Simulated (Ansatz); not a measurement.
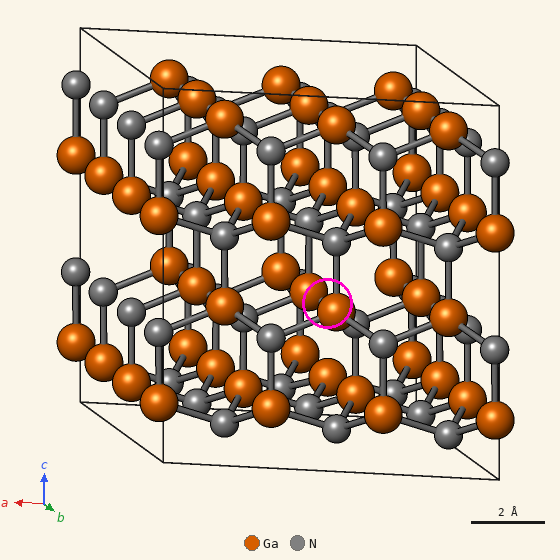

The crystal in a ball-and-stick representation, seen from a general direction. The edges of the supercell are marked. The host is GaN, in a cell of 72 sites, and the cell carries a charge of +2. A ring marks the defect's site.

### What imperfection does the supercell contain?

A nitrogen vacancy. Around the empty site lie four Ga at about 2.0 to 2.1 Å.

Method used: DFT PBE, scalar-relativistic, plane waves, PAW in Ansatz 0.2.0. It ran with plane waves up to 420 eV, 1×1×1 k-mesh, Gaussian smearing of 0.01 eV, collinear spins.

### Does the defect carry a magnetic moment?

Yes, 1.0 μB in the cell.

The atoms were relaxed in the host's cell with DFT PBE, scalar-relativistic, plane waves, PAW in Ansatz.
